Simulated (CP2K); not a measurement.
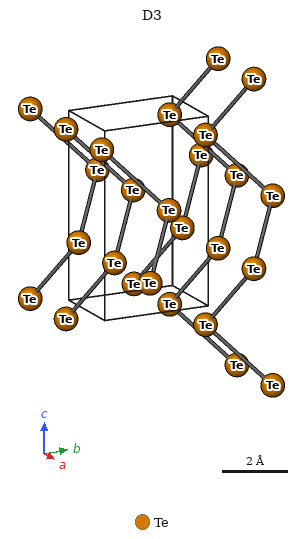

Crystalline Te (set up in P3_121), relaxed (cell and atoms) with several dispersion corrections. The picture shows the result with D3. The picture is a ball-and-stick view of the cell of the calculation, repeated 2 × 1 × 1 with one cell outlined, seen slightly off an axis.

Computed with CP2K 2026.2: PBE, GTH-PBE with UZH-DZVP basis. Set-up: k-point mesh 5 × 5 × 4; occupations fermi-dirac; smearing width 0.05 eV; optimiser BFGS; no spin polarisation.

```
dispersion correction  volume (Å³/atom)  a (Å)  c (Å)
                   D3            34.144  4.468  5.919
                   D2                 ?      ?      ?
                   D4            32.954  4.406  5.901
                 none            35.867  4.546  5.972
               D3(BJ)            32.987  4.408  5.900
```

> Fill in the missing row.

With D2 the volume falls between D3 (34.144) and none (35.867). The calculation gives 34.179 Å³/atom (a = 4.463 Å, c = 5.939 Å). In order of volume: D4 < D3(BJ) < D3 < D2 < none; the spread is 8.8 %.

Each member starts from this one structure; whether another phase lies lower wasn't checked.
